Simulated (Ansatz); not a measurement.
# Residual resistivity of an alloy: Pt(111) with 4 layers of random Pt-Au, 2x2, part 2 of 2

Aim: the residual resistivity of a random alloy, from Pt(111) with 4 layers of random Pt-Au, 2x2 and longer regions.

Ansatz 0.2.0; Ansatz plane-wave DFT, PBE, PAW files; ballistic transport by layer matching (Landauer), zero bias; PAW set soft_1.

So far. Step 2 (With 4 alloy layers): Over the solved energies the transmission per spin lies between 2.63 and 2.75, out of 6.73 channels of the lead on average (up to 7.1).

### 3. With 8 alloy layers

System of this step: Pt(111) with 8 layers of random Pt-Au, 2x2. The cell holds 56 atoms: 40 Pt and 16 Au. Cell: a = 5.546 Å, b = 5.546 Å, c = 31.740 Å, α = 87.5°, β = 92.5°, γ = 120.0°. It derives from Pt. Regions: lead, 24 atoms (24 Pt); scattering region, 32 atoms (16 Pt and 16 Au). The structure is stacked along c, and the current runs across the ab planes.

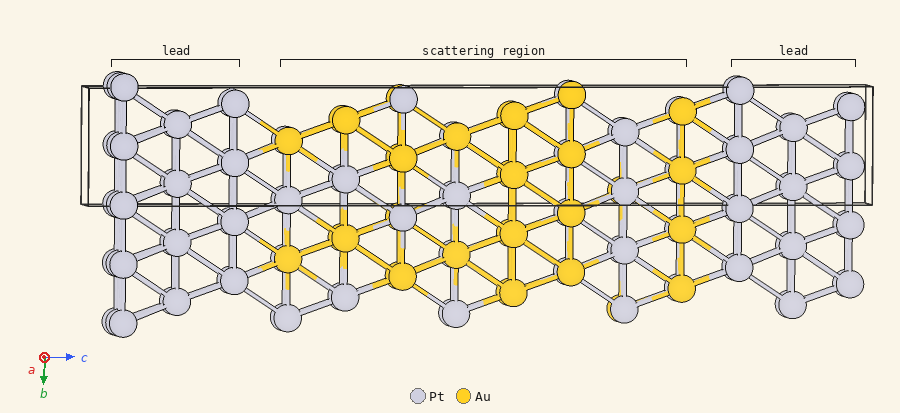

The cell of this step (platinum light grey, gold yellow). 1×2×1 cells are drawn. Some periodic images of atoms are drawn too.

The input, input.yaml:

```yaml
crystal:
  lattice:
    - [5.5462627489, 0.0, 0.0]
    - [-2.7731313745, 4.8032044366, 0.0]
    - [-1.3865656872, 0.8005340728, 31.6995319999]
  atoms:
    - { symbol: Pt, position: [0.005952381, 0.994047619, 0.0357142857] }
    - { symbol: Pt, position: [0.005952381, 0.494047619, 0.0357142857] }
    - { symbol: Pt, position: [0.505952381, 0.994047619, 0.0357142857] }
    - { symbol: Pt, position: [0.505952381, 0.494047619, 0.0357142857] }
    - { symbol: Pt, position: [0.1845238095, 0.3154761905, 0.1071428571] }
    - { symbol: Pt, position: [0.1845238095, 0.8154761905, 0.1071428571] }
    - { symbol: Pt, position: [0.6845238095, 0.3154761905, 0.1071428571] }
    - { symbol: Pt, position: [0.6845238095, 0.8154761905, 0.1071428571] }
    - { symbol: Pt, position: [0.3630952381, 0.1369047619, 0.1785714286] }
    - { symbol: Pt, position: [0.3630952381, 0.6369047619, 0.1785714286] }
    - { symbol: Pt, position: [0.8630952381, 0.1369047619, 0.1785714286] }
    - { symbol: Pt, position: [0.8630952381, 0.6369047619, 0.1785714286] }
    - { symbol: Pt, position: [0.0416666667, 0.9583333333, 0.25] }
    - { symbol: Pt, position: [0.0416666667, 0.4583333333, 0.25] }
    - { symbol: Pt, position: [0.5416666667, 0.9583333333, 0.25] }
    - { symbol: Au, position: [0.5416666667, 0.4583333333, 0.25] }
    - { symbol: Au, position: [0.2202380952, 0.2797619048, 0.3214285714] }
    - { symbol: Pt, position: [0.2202380952, 0.7797619048, 0.3214285714] }
    - { symbol: Au, position: [0.7202380952, 0.2797619048, 0.3214285714] }
    - { symbol: Pt, position: [0.7202380952, 0.7797619048, 0.3214285714] }
    - { symbol: Au, position: [0.3988095238, 0.1011904762, 0.3928571429] }
    - { symbol: Au, position: [0.3988095238, 0.6011904762, 0.3928571429] }
    - { symbol: Pt, position: [0.8988095238, 0.1011904762, 0.3928571429] }
    - { symbol: Au, position: [0.8988095238, 0.6011904762, 0.3928571429] }
    - { symbol: Pt, position: [0.0773809524, 0.9226190476, 0.4642857143] }
    - { symbol: Pt, position: [0.0773809524, 0.4226190476, 0.4642857143] }
    - { symbol: Pt, position: [0.5773809524, 0.9226190476, 0.4642857143] }
    - { symbol: Au, position: [0.5773809524, 0.4226190476, 0.4642857143] }
    - { symbol: Au, position: [0.255952381, 0.244047619, 0.5357142857] }
    - { symbol: Au, position: [0.255952381, 0.744047619, 0.5357142857] }
    - { symbol: Au, position: [0.755952381, 0.244047619, 0.5357142857] }
    - { symbol: Au, position: [0.755952381, 0.744047619, 0.5357142857] }
    - { symbol: Pt, position: [0.4345238095, 0.0654761905, 0.6071428571] }
    - { symbol: Pt, position: [0.4345238095, 0.5654761905, 0.6071428571] }
    - { symbol: Au, position: [0.9345238095, 0.0654761905, 0.6071428571] }
    - { symbol: Au, position: [0.9345238095, 0.5654761905, 0.6071428571] }
    - { symbol: Au, position: [0.1130952381, 0.8869047619, 0.6785714286] }
    - { symbol: Pt, position: [0.1130952381, 0.3869047619, 0.6785714286] }
    - { symbol: Pt, position: [0.6130952381, 0.8869047619, 0.6785714286] }
    - { symbol: Pt, position: [0.6130952381, 0.3869047619, 0.6785714286] }
    - { symbol: Pt, position: [0.2916666667, 0.2083333333, 0.75] }
    - { symbol: Pt, position: [0.2916666667, 0.7083333333, 0.75] }
    - { symbol: Au, position: [0.7916666667, 0.2083333333, 0.75] }
    - { symbol: Au, position: [0.7916666667, 0.7083333333, 0.75] }
    - { symbol: Pt, position: [0.4702380952, 0.0297619048, 0.8214285714] }
    - { symbol: Pt, position: [0.4702380952, 0.5297619048, 0.8214285714] }
    - { symbol: Pt, position: [0.9702380952, 0.0297619048, 0.8214285714] }
    - { symbol: Pt, position: [0.9702380952, 0.5297619048, 0.8214285714] }
    - { symbol: Pt, position: [0.1488095238, 0.8511904762, 0.8928571429] }
    - { symbol: Pt, position: [0.1488095238, 0.3511904762, 0.8928571429] }
    - { symbol: Pt, position: [0.6488095238, 0.8511904762, 0.8928571429] }
    - { symbol: Pt, position: [0.6488095238, 0.3511904762, 0.8928571429] }
    - { symbol: Pt, position: [0.3273809524, 0.1726190476, 0.9642857143] }
    - { symbol: Pt, position: [0.3273809524, 0.6726190476, 0.9642857143] }
    - { symbol: Pt, position: [0.8273809524, 0.1726190476, 0.9642857143] }
    - { symbol: Pt, position: [0.8273809524, 0.6726190476, 0.9642857143] }
kpoints:
  mp_grid: { grid: [5, 5, 1] }
hamiltonian:
  xc: pbe
  pseudopotentials: { kind: paw, azcp: { folder: soft_1 } }
scf:
  occupations: { method: fermi_dirac, width: 0.1 }
output:
  transmission:
    leads: [[0, 4]]
    kmesh: [10, 10]
    e_range: [-0.05, 0.05]
    de: 0.05
  write_potential: true
  write_density: true
  volumetric_format: npy
```

Launch:

```bash
$ ansatz run input.yaml --threads 8 --pin off --max-ram 15360MiB --backend cpu --events-out ev --progress --plain --runs-dir out
```

Numbers of over 12 decimals in the logs are rounded to 6 here.

Output:

```text
[...]
Crystal: 56 atoms, lattice volume = 844.470 Å³
Basis set: ecut = 420 eV, 16521 PW (Γ)
Bands: 615, of which v1, the nominal top of the filled ones, is band 512 counted from 1 (511 counted from 0)
Symmetry: 1 space group operations
[...]
k-points: 13 of 25 (time reversal used)
[...]
SCF iter   1: F=—  HF=-711444.878252 eV  |F-HF|=—  |Δ(HF+E_count)|=         —  Δρ=1.40e-1  dr2=1.81e3  ethr=3.10e-3  ⟨swp⟩=4.0  Hψ=23734  notcnv=0  defer=328
[...]
SCF iter  19: F=-711402.478777 eV  HF=-711402.478777 eV  |F-HF|=1.85e-8  |Δ(HF+E_count)|=   2.68e-9  Δρ=3.47e-7  dr2=1.94e-8  ethr=9.77e-12  ⟨swp⟩=10.2  Hψ=29634  notcnv=0
SCF 1 converged in 19 iterations: F = -711402.478777 eV  dr2 = 1.94e-8
[...]
transmission: 297 of 2912 steps passed
transmission: 588 of 2912 steps passed
[...]
transmission: 2912 of 2912 steps passed
SCF converged after 19 iterations
Free energy (F): -711402.478777 eV
[...]
Internal energy: -711400.232465 eV  (E = F + TS)
E sigma→0 (E₀):  -711401.355621 eV
Entropy (-TS):   -2.246312 eV (-40.113 meV/atom)
Fermi energy:    23.473867 eV
[...]
--- Band table (eV; the first three rows and the last of 13) ---
  k-point 0: bands = [... 508 lower, 23.6784, 23.6834, 23.6939, 23.7281, 23.7527, 23.7689, 23.7819, 23.7890, ... 99 higher]
  k-point 1: bands = [... 508 lower, 23.4203, 23.4465, 23.4852, 23.5048, 23.5270, 23.5605, 23.5914, 23.6495, ... 99 higher]
  k-point 2: bands = [... 508 lower, 23.3984, 23.4613, 23.4778, 23.5096, 23.5237, 23.5697, 23.5730, 23.6075, ... 99 higher]
  k-point 12: bands = [... 508 lower, 23.3151, 23.3540, 23.3849, 23.3963, 23.4301, 23.4575, 23.4839, 23.4969, ... 99 higher]
--- Transmission ---
  basis      : 241 plane waves across, 56 finite elements along
  points     : 52, standing for a mesh of 10 x 10
[...]
channels       : 6.850000e0 a spin
[...]
junction   : crystal 0 to crystal 0, 0.70 to 30.13 Å
    transmission   : 1.872242e0 a spin
[...]
```

Wall time 5.1 min (8 threads of Intel Xeon 6975P-C (Granite Rapids), shared host); peak memory 8.9 GiB.

This step gave:

* free energy: -711402.4788 eV
* energy at zero smearing: -711401.3556 eV
* Fermi energy: 23.47 eV
* transmission per spin nearest the Fermi level: 1.872
* open channels per spin nearest the Fermi level: 6.85
* step of the lead's potential: 13.6 meV

Per spin. Table of transmission, zone mean by energy, zero at the Fermi level:

| energy (eV) | transmission, zone mean |
| --- | --- |
| -0.0500 | 1.89 |
| 0.0000 | 1.87 |
| 0.0500 | 1.96 |

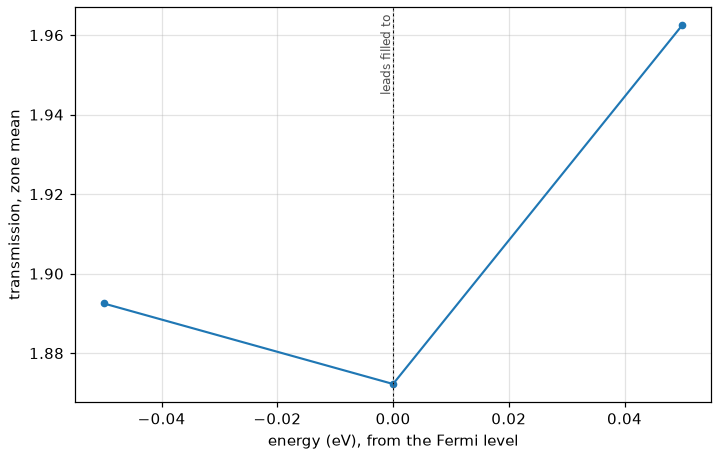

Transmission, zone mean against energy.

Over the solved energies the transmission per spin lies between 1.87 and 1.96, out of 6.73 channels of the lead on average (up to 7.14).

### 4. With 12 alloy layers

System of this step: Pt(111) with 12 layers of random Pt-Au, 2x2. The cell holds 72 atoms: 48 Pt and 24 Au. Its edges and angles: a = 5.546 Å, b = 5.546 Å, c = 40.757 Å, α = 90.0°, β = 90.0°, γ = 120.0°. It derives from Pt. Regions: lead, 24 atoms (24 Pt); scattering region, 48 atoms (24 Au and 24 Pt). The structure is stacked along c, and the current runs across the ab planes.

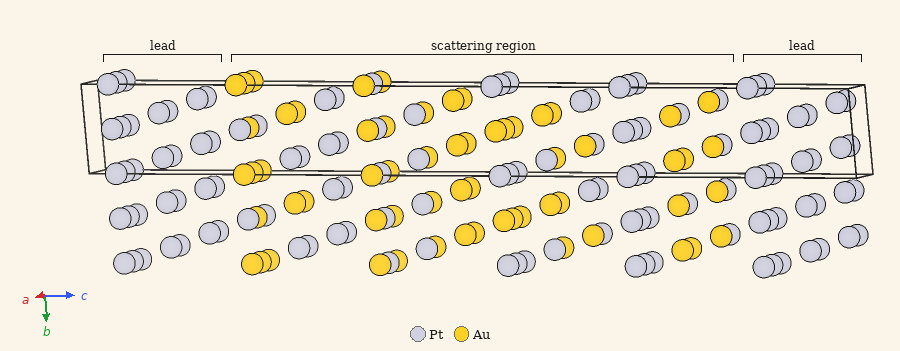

The cell of this step (platinum light grey, gold yellow). 1×2×1 cells are drawn. Some periodic images of atoms are drawn too.

The input, input.yaml:

```yaml
crystal:
  lattice:
    - [5.5462627489, 0.0, 0.0]
    - [-2.7731313745, 4.8032044366, 0.0]
    - [0.0, 0.0, 40.7565411427]
  atoms:
    - { symbol: Pt, position: [0.0, 0.0, 0.0277777778] }
    - { symbol: Pt, position: [0.0, 0.5, 0.0277777778] }
    - { symbol: Pt, position: [0.5, 0.0, 0.0277777778] }
    - { symbol: Pt, position: [0.5, 0.5, 0.0277777778] }
    - { symbol: Pt, position: [0.1666666667, 0.3333333333, 0.0833333333] }
    - { symbol: Pt, position: [0.1666666667, 0.8333333333, 0.0833333333] }
    - { symbol: Pt, position: [0.6666666667, 0.3333333333, 0.0833333333] }
    - { symbol: Pt, position: [0.6666666667, 0.8333333333, 0.0833333333] }
    - { symbol: Pt, position: [0.3333333333, 0.1666666667, 0.1388888889] }
    - { symbol: Pt, position: [0.3333333333, 0.6666666667, 0.1388888889] }
    - { symbol: Pt, position: [0.8333333333, 0.1666666667, 0.1388888889] }
    - { symbol: Pt, position: [0.8333333333, 0.6666666667, 0.1388888889] }
    - { symbol: Au, position: [0.0, 0.0, 0.1944444444] }
    - { symbol: Pt, position: [0.0, 0.5, 0.1944444444] }
    - { symbol: Au, position: [0.5, 0.0, 0.1944444444] }
    - { symbol: Au, position: [0.5, 0.5, 0.1944444444] }
    - { symbol: Au, position: [0.1666666667, 0.3333333333, 0.25] }
    - { symbol: Pt, position: [0.1666666667, 0.8333333333, 0.25] }
    - { symbol: Au, position: [0.6666666667, 0.3333333333, 0.25] }
    - { symbol: Pt, position: [0.6666666667, 0.8333333333, 0.25] }
    - { symbol: Pt, position: [0.3333333333, 0.1666666667, 0.3055555556] }
    - { symbol: Pt, position: [0.3333333333, 0.6666666667, 0.3055555556] }
    - { symbol: Pt, position: [0.8333333333, 0.1666666667, 0.3055555556] }
    - { symbol: Pt, position: [0.8333333333, 0.6666666667, 0.3055555556] }
    - { symbol: Au, position: [0.0, 0.0, 0.3611111111] }
    - { symbol: Au, position: [0.0, 0.5, 0.3611111111] }
    - { symbol: Pt, position: [0.5, 0.0, 0.3611111111] }
    - { symbol: Pt, position: [0.5, 0.5, 0.3611111111] }
    - { symbol: Au, position: [0.1666666667, 0.3333333333, 0.4166666667] }
    - { symbol: Au, position: [0.1666666667, 0.8333333333, 0.4166666667] }
    - { symbol: Pt, position: [0.6666666667, 0.3333333333, 0.4166666667] }
    - { symbol: Pt, position: [0.6666666667, 0.8333333333, 0.4166666667] }
    - { symbol: Au, position: [0.3333333333, 0.1666666667, 0.4722222222] }
    - { symbol: Au, position: [0.3333333333, 0.6666666667, 0.4722222222] }
    - { symbol: Au, position: [0.8333333333, 0.1666666667, 0.4722222222] }
    - { symbol: Au, position: [0.8333333333, 0.6666666667, 0.4722222222] }
    - { symbol: Pt, position: [0.0, 0.0, 0.5277777778] }
    - { symbol: Au, position: [0.0, 0.5, 0.5277777778] }
    - { symbol: Pt, position: [0.5, 0.0, 0.5277777778] }
    - { symbol: Au, position: [0.5, 0.5, 0.5277777778] }
    - { symbol: Au, position: [0.1666666667, 0.3333333333, 0.5833333333] }
    - { symbol: Au, position: [0.1666666667, 0.8333333333, 0.5833333333] }
    - { symbol: Au, position: [0.6666666667, 0.3333333333, 0.5833333333] }
    - { symbol: Pt, position: [0.6666666667, 0.8333333333, 0.5833333333] }
    - { symbol: Pt, position: [0.3333333333, 0.1666666667, 0.6388888889] }
    - { symbol: Pt, position: [0.3333333333, 0.6666666667, 0.6388888889] }
    - { symbol: Pt, position: [0.8333333333, 0.1666666667, 0.6388888889] }
    - { symbol: Au, position: [0.8333333333, 0.6666666667, 0.6388888889] }
    - { symbol: Pt, position: [0.0, 0.0, 0.6944444444] }
    - { symbol: Pt, position: [0.0, 0.5, 0.6944444444] }
    - { symbol: Pt, position: [0.5, 0.0, 0.6944444444] }
    - { symbol: Pt, position: [0.5, 0.5, 0.6944444444] }
    - { symbol: Pt, position: [0.1666666667, 0.3333333333, 0.75] }
    - { symbol: Au, position: [0.1666666667, 0.8333333333, 0.75] }
    - { symbol: Au, position: [0.6666666667, 0.3333333333, 0.75] }
    - { symbol: Au, position: [0.6666666667, 0.8333333333, 0.75] }
    - { symbol: Pt, position: [0.3333333333, 0.1666666667, 0.8055555556] }
    - { symbol: Pt, position: [0.3333333333, 0.6666666667, 0.8055555556] }
    - { symbol: Au, position: [0.8333333333, 0.1666666667, 0.8055555556] }
    - { symbol: Au, position: [0.8333333333, 0.6666666667, 0.8055555556] }
    - { symbol: Pt, position: [0.0, 0.0, 0.8611111111] }
    - { symbol: Pt, position: [0.0, 0.5, 0.8611111111] }
    - { symbol: Pt, position: [0.5, 0.0, 0.8611111111] }
    - { symbol: Pt, position: [0.5, 0.5, 0.8611111111] }
    - { symbol: Pt, position: [0.1666666667, 0.3333333333, 0.9166666667] }
    - { symbol: Pt, position: [0.1666666667, 0.8333333333, 0.9166666667] }
    - { symbol: Pt, position: [0.6666666667, 0.3333333333, 0.9166666667] }
    - { symbol: Pt, position: [0.6666666667, 0.8333333333, 0.9166666667] }
    - { symbol: Pt, position: [0.3333333333, 0.1666666667, 0.9722222222] }
    - { symbol: Pt, position: [0.3333333333, 0.6666666667, 0.9722222222] }
    - { symbol: Pt, position: [0.8333333333, 0.1666666667, 0.9722222222] }
    - { symbol: Pt, position: [0.8333333333, 0.6666666667, 0.9722222222] }
kpoints:
  mp_grid: { grid: [5, 5, 1] }
hamiltonian:
  xc: pbe
  pseudopotentials: { kind: paw, azcp: { folder: soft_1 } }
scf:
  occupations: { method: fermi_dirac, width: 0.1 }
output:
  transmission:
    leads: [[0, 4]]
    kmesh: [10, 10]
    e_range: [-0.05, 0.05]
    de: 0.05
  write_potential: true
  write_density: true
  volumetric_format: npy
```

Output:

```text
[...]
Crystal: 72 atoms, lattice volume = 1085.747 Å³
Basis set: ecut = 420 eV, 21305 PW (Γ)
Bands: 792, of which v1, the nominal top of the filled ones, is band 660 counted from 1 (659 counted from 0)
Symmetry: 1 space group operations
[...]
k-points: 13 of 25 (time reversal used)
[...]
SCF iter   1: F=—  HF=-916873.693404 eV  |F-HF|=—  |Δ(HF+E_count)|=         —  Δρ=1.50e-1  dr2=2.19e3  ethr=3.10e-3  ⟨swp⟩=4.5  Hψ=30528  notcnv=0  defer=437
[...]
SCF iter  16: F=-916807.383980 eV  HF=-916807.383980 eV  |F-HF|=1.71e-8  |Δ(HF+E_count)|=   2.10e-9  Δρ=2.30e-7  dr2=1.72e-8  ethr=7.58e-12  ⟨swp⟩=10.6  Hψ=36470  notcnv=0
SCF 1 converged in 16 iterations: F = -916807.383980 eV  dr2 = 1.72e-8
[...]
transmission: 376 of 3744 steps passed
transmission: 760 of 3744 steps passed
[...]
transmission: 3744 of 3744 steps passed
SCF converged after 16 iterations
Free energy (F): -916807.383980 eV
[...]
Internal energy: -916804.712823 eV  (E = F + TS)
E sigma→0 (E₀):  -916806.048402 eV
Entropy (-TS):   -2.671156 eV (-37.099 meV/atom)
Fermi energy:    23.482141 eV
[...]
--- Band table (eV; the first three rows and the last of 13) ---
  k-point 0: bands = [... 656 lower, 23.7278, 23.7518, 23.7814, 23.7824, 23.7936, 23.7951, 23.8075, 23.8148, ... 128 higher]
  k-point 1: bands = [... 656 lower, 23.4367, 23.4488, 23.4693, 23.4830, 23.4929, 23.5185, 23.5444, 23.5597, ... 128 higher]
  k-point 2: bands = [... 656 lower, 23.4363, 23.4566, 23.4757, 23.4949, 23.5158, 23.5498, 23.5722, 23.5929, ... 128 higher]
  k-point 12: bands = [... 656 lower, 23.3278, 23.3566, 23.3771, 23.4130, 23.4240, 23.4572, 23.4742, 23.5301, ... 128 higher]
--- Transmission ---
  basis      : 241 plane waves across, 72 finite elements along
  points     : 52, standing for a mesh of 10 x 10
[...]
channels       : 6.890000e0 a spin
[...]
junction   : crystal 0 to crystal 0, 0.70 to 39.19 Å
    transmission   : 1.627124e0 a spin
[...]
```

It took 7.3 min on 8 threads; peak memory 8.8 GiB; 49 min of CPU time.

This step gave:

```
free energy                                    : -916807.3840 eV
energy at zero smearing                        : -916806.0484 eV
Fermi energy                                   : 23.48 eV
transmission per spin nearest the Fermi level  : 1.627
open channels per spin nearest the Fermi level : 6.89
step of the lead's potential                   : 21.6 meV
```

Per spin. Table of transmission, zone mean by energy, zero at the Fermi level:

| energy (eV) | transmission, zone mean |
| --- | --- |
| -0.0500 | 1.66 |
| 0.0000 | 1.63 |
| 0.0500 | 1.62 |

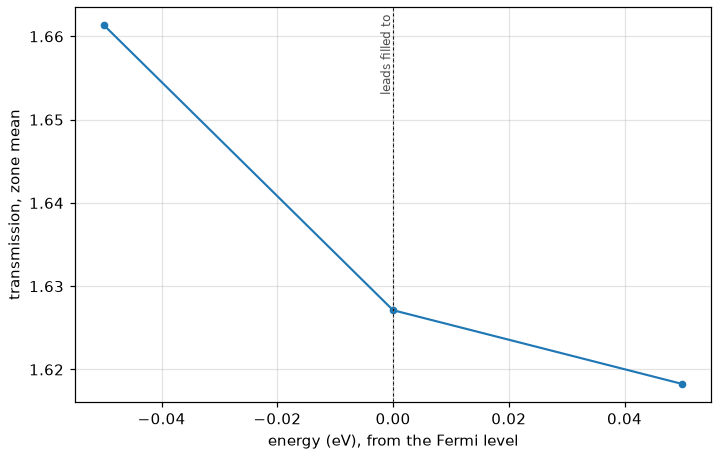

Transmission, zone mean, plotted against energy.

Over the solved energies the transmission per spin lies between 1.62 and 1.66, out of 6.71 channels of the lead on average (up to 7.04).

### 5. The fit

This step: Ansatz plane-wave DFT, PBE, PAW files; ballistic transport by layer matching (Landauer), zero bias; residual resistivity from the slope of the area resistance, atoms on the host's lattice; PAW set soft_1 (Ansatz 0.2.0).

This step gave:

```yaml
resistivity: 45.72 µΩ cm
intercept: 0.3860 fΩ m²
scatter_about_the_fit: 0.05393 fΩ m²
```

Resistance, by row:

| run | length (Å) | T | channels N | RA (fΩ m²) |
| --- | --- | --- | --- | --- |
| n4 | 9.057 | 2.702 | 6.733 | 0.7619 |
| n8 | 18.11 | 1.909 | 6.733 | 1.29 |
| n12 | 27.17 | 1.636 | 6.713 | 1.59 |

Table of area resistance by length of the alloy:

| length of the alloy (Å) | area resistance (fΩ m²) |
| --- | --- |
| 9.06 | 0.762 |
| 18.11 | 1.29 |
| 27.17 | 1.59 |

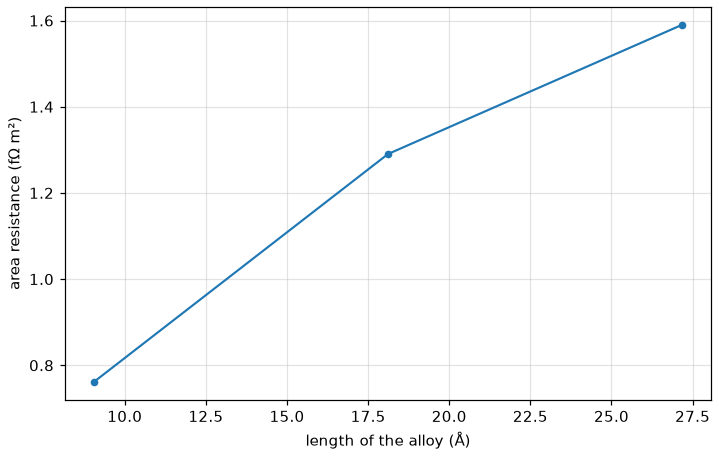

Area resistance against length of the alloy.

The area resistance goes from 0.76 to 1.6 fΩ m² between 9.1 and 27.2 Å, a slope of 46 µΩ cm.

By hand from the end points: (1.59 − 0.7619) fΩ m² / (27.17 − 9.06) Å = 46 µΩ cm, since 1 fΩ m² per Å is 1000 µΩ cm.

### 6. Results

* resistivity from the slope: 45.7 µΩ cm
* area resistance over 9.06 Å: 0.762 fΩ m²
* area resistance over 18.1 Å: 1.29 fΩ m²
* area resistance over 27.2 Å: 1.59 fΩ m²

The slope gives 46 µΩ cm. The points scatter by 0.054 fΩ m² about the line, with one random draw a length in a 2x2 cell, so the slope is a rough value. Read with a model of isotropic scattering on a spherical Fermi surface and the lead's 2.0×10¹⁵ S/m², this slope means a mean free path near 8.4 Å (a rough figure, since the alloy's own channel count differs); over these lengths the model's slope is within 3 % of its bulk resistivity. The atoms sit on the host's lattice, so scattering by size misfit is left out. Spin-orbit coupling is left out, which matters for Au and Pt.

[Logs are printed without paths, hosts, clocks, repeated set-up lines and the standing remarks that a program may print on its own settings, such as how far it seeks lower states.]

[Hosts, paths, dates, database ids (printed as entryN), source tags and the programs' standing remarks are cut or masked in the printed files.]
